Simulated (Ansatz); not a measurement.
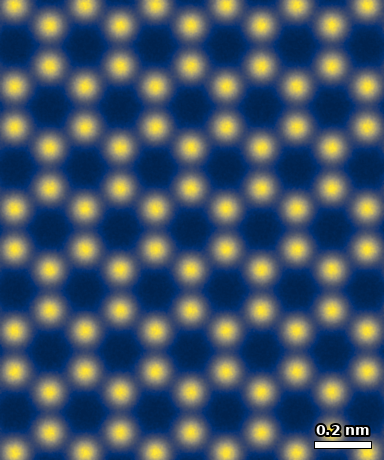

Dark-field STEM-like image of a crystal. Simulation: incoherent imaging, intensity Z^1.7 per atom, probe width 0.80 Å, thin sample. The probe carries 25 % of its weight in a tail 2.5 times as wide. Shot noise was added.

Q: Give the net of the columns and its spacings.

A: The pattern repeats on a hexagonal net with a repeat of 2.6 Å.

Q: What is the plane group of the image?

A: p6mm: sixfold points with mirror lines through them.

Q: How many columns does the smallest repeating cell hold, and how many levels of brightness?

A: 2 columns in the primitive cell of 5.7 Å², all of one brightness.

The crystal is Ni (P6_3/mmc, No. 194) seen along [001]. Structure: the geometry relaxed at fixed volume with DFT HSE06, scalar-relativistic, plane waves, PAW in Ansatz; the starting structure was generated, so it need not be a known form of this composition.
